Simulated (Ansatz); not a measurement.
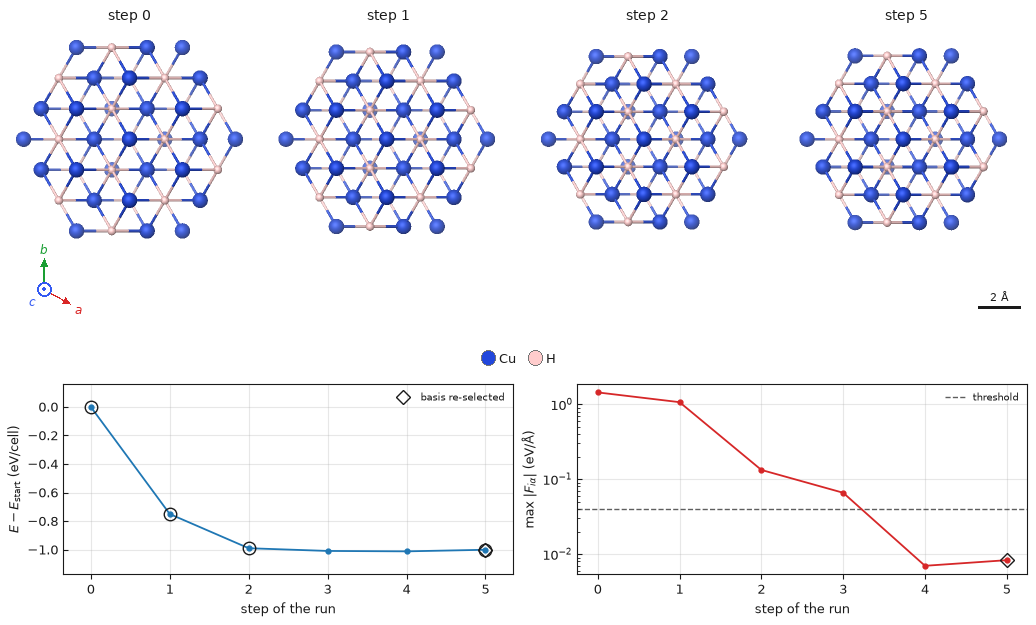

Frames of a relaxation of a crystal of Cu$_{3}$H$_{2}$ (built on the tetradymite type) (coarse preliminary run), marked on the history of the run. Style: ball-and-stick. Shown: the atoms within 5.8 Å of the atom that moves most (axes of the conventional cell (3 times the calculation's cell)), along the c axis. Lengths and directions refer to the drawn axes.

Case: tetradymite type (R-3m, No. 166).

All numbers below come from Ansatz 0.2.0, DFT PBE, scalar-relativistic, plane waves, PAW. Set-up: plane-wave cutoff 420 eV; k-point mesh 6 × 6 × 6; occupations gaussian; smearing width 0.1 eV; no spin polarisation; cell and atoms relaxed; force threshold 0.04 eV/Å; at most 70 steps.

> What happens along the run?

The largest moves relative to the cell, 0.19 Å, are those of Cu atoms. By element the largest moves are Cu 0.19 Å, H 0.11 Å. Cell: a = b 2.944 → 2.675 Å (−9.1 %), c 20.467 → 19.977 Å (−2.4 %). Volume −19.4 %. Among the contacts that change: Cu–H 2.179 → 1.970 Å, Cu–H 2.063 → 1.875 Å, Cu–Cu 2.442 → 2.595 Å. The space group stays R-3m (No. 166). Over 4 accepted moves (5 points after the start) the energy falls by 1.000 eV per cell of the calculation. Largest force component: 1.4 eV/Å at the start, 0.0083 eV/Å at the end. Pressure: −14.78 GPa at the start and −0.05 GPa at the end. At 1 point the geometry stayed and the basis and grid were re-selected for the new cell (energy shift of 11.1 meV per cell of the calculation at most each time). From step 0 to 1: Cu atoms move most (0.09 Å), volume −12.5 %, energy −0.750 eV per cell of the calculation. From step 1 to 2: Cu atoms move most (0.11 Å), volume −10.9 %, energy −0.239 eV per cell of the calculation. From step 2 to 5: volume +3.4 %, energy −10.8 meV per cell of the calculation.

| step | E − E(0), meV/atom | largest force component, eV/Å | pressure, GPa | volume, Å³/atom | note |
| --- | --- | --- | --- | --- | --- |
| 0 | 0.00 | 1.4395 | -14.78 | 10.239 |  |
| 1 | -150.02 | 1.0668 | -8.06 | 8.958 |  |
| 2 | -197.92 | 0.1328 | 4.98 | 7.981 |  |
| 3 | -201.74 | 0.0658 | -1.17 | 8.321 |  |
| 4 | -202.31 | 0.0070 | -0.04 | 8.250 |  |
| 5 | -200.08 | 0.0083 | -0.05 | 8.250 | same geometry, new basis |
